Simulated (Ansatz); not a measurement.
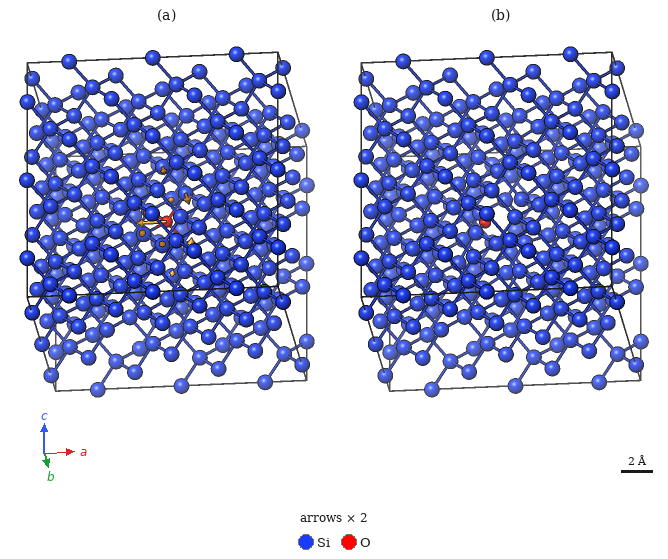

The structure of a defect cell of composition Si$_{215}$O before (left) and after (right) a relaxation, at one scale. The orange arrows give the displacements, 2 times their true length.

Style: ball-and-stick. Shown: the cell of the calculation (origin shifted), from a free direction.

These are results of DFT, PBEsol, PAW, plane waves (Ansatz), not measurements. Settings: plane-wave cutoff 420 eV; k-point mesh 1 × 1 × 1; mesh shifted by (0.25, 0.25, 0.25); no spin polarisation; atoms relaxed in a fixed cell; force threshold 0.03 eV/Å; at most 80 steps.

Question: Describe what moved and what it gained.

Answer: The largest move is that of the O atom, 1.02 Å along −a. By element the largest moves are O 1.02 Å, Si 0.43 Å. The lattice vectors keep their values. Near-neighbour distances that change, for instance: Si–Si 3.858 → 3.035 Å, O–Si 2.345 → 1.702 Å, O–Si 2.321 → 1.700 Å, O–Si 2.370 → 2.909 Å. Bond angles that change, for instance: Si–Si–Si 110.1° → 100.8°, Si–Si–Si 108.8° → 100.8°, Si–Si–Si 108.5° → 116.4°. Over 18 geometry steps the energy falls by 2.994 eV per cell of the calculation. The largest force component goes from 1.1 to 0.029 eV/Å.
